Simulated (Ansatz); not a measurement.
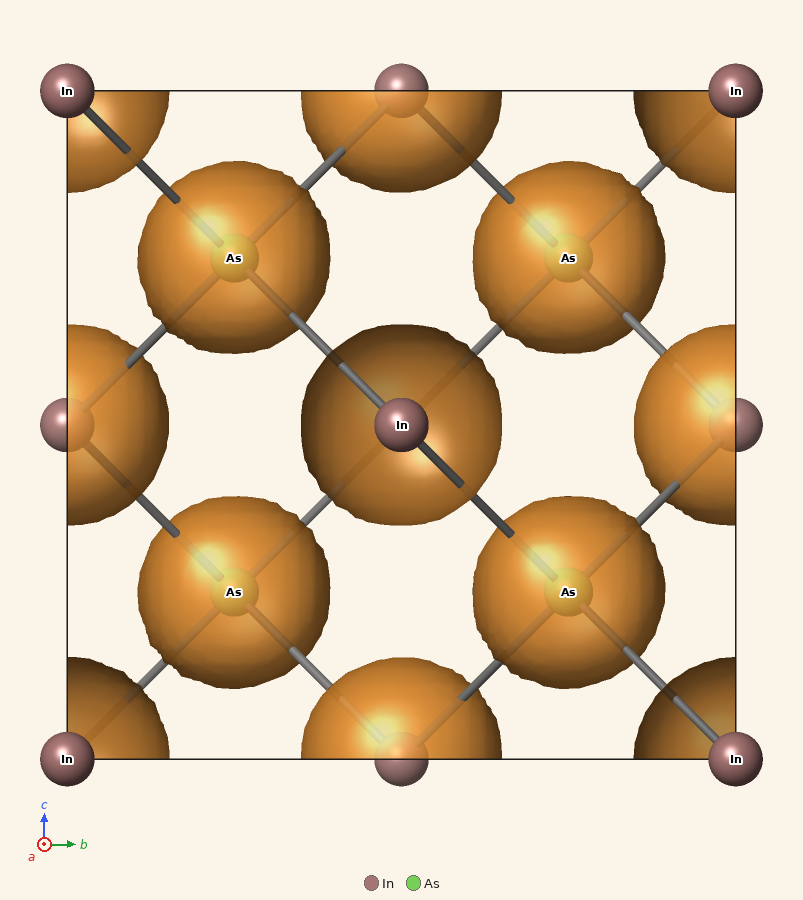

*InAs. Isosurface of the valence pseudo-density at 0.8 e/Å³ (orange), seen along the a axis. Sticks mark near contacts.*

Space group F-43m; computed pressure about 7 GPa in this cell.

The calculation used DFT, PBEsol, PAW with Ansatz's default frozen-core files, scalar-relativistic; relaxation of cell and atoms (Ansatz 0.2.0).

In a PAW calculation such maps are meaningful between the atoms, not at the nuclei.

Q: How is the density connected at this value?

A: At this value the density breaks into separate islands; it holds about 70 % of the electrons treated as valence (semicore included). It bridges none of the near contacts. It is pinched off along the sampled In–As (2.55 Å) contacts. On the grid the lowest density along these lines, outside the cores, is 0.46 e/Å³ (In–As, 2.55 Å).
